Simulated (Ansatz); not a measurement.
Consider Li2S.

```yaml
crystal:
  lattice:
    - [5.70537, 0.00000, 0.00000]
    - [0.00000, 5.70537, 0.00000]
    - [0.00000, 0.00000, 5.70537]
  atoms:
    - { symbol: Li, position: [0.75000, 0.25000, 0.25000] }
    - { symbol: Li, position: [0.25000, 0.75000, 0.25000] }
    - { symbol: Li, position: [0.25000, 0.25000, 0.75000] }
    - { symbol: Li, position: [0.75000, 0.75000, 0.75000] }
    - { symbol: Li, position: [0.25000, 0.25000, 0.25000] }
    - { symbol: Li, position: [0.75000, 0.75000, 0.25000] }
    - { symbol: Li, position: [0.75000, 0.25000, 0.75000] }
    - { symbol: Li, position: [0.25000, 0.75000, 0.75000] }
    - { symbol: S, position: [0.00000, 0.00000, 0.00000] }
    - { symbol: S, position: [0.50000, 0.50000, 0.00000] }
    - { symbol: S, position: [0.50000, 0.00000, 0.50000] }
    - { symbol: S, position: [0.00000, 0.50000, 0.50000] }
```

Space group Fm-3m; a structure from a database of computed crystals, not necessarily the ambient phase.

The calculation used DFT PBE, scalar-relativistic, plane waves, PAW in Ansatz 0.2.0.

Q: What can the converged valence pseudo-density and electron localisation function tell about the bonding?

A: Li–S (2.47 Å): ρ is about 0.29 e/Å³ halfway; the ELF peaks at about 0.85 in the valence shell of S, 0.9 Å from its nucleus, and falls to about 0.05 next to Li: a closed-shell, largely ionic contact.

Q: Does the calculation give a band gap?

A: It is gapped, with a Kohn–Sham gap of 3.4 eV on the k-point mesh, an upper bound to the gap of this method.

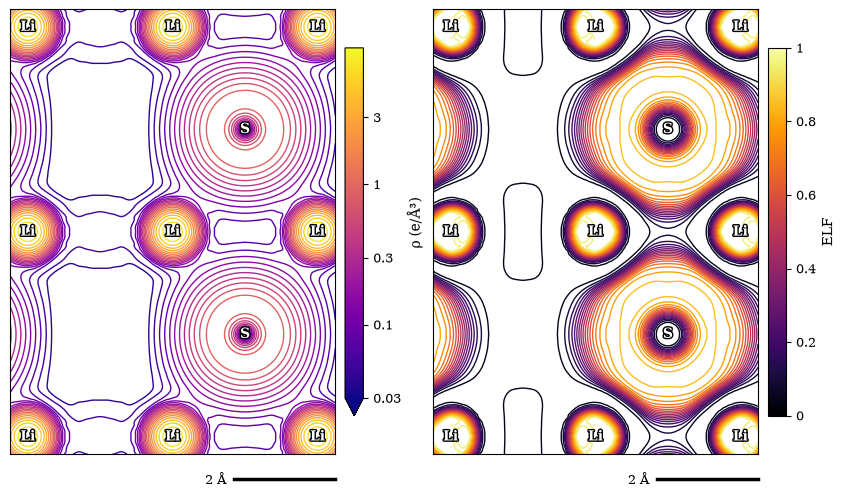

Computed valence pseudo-density and electron localisation function on the (011) plane of the conventional cell, in this order. 

Core electrons are frozen (PAW), and the valence fields are smoothed inside the atomic spheres.
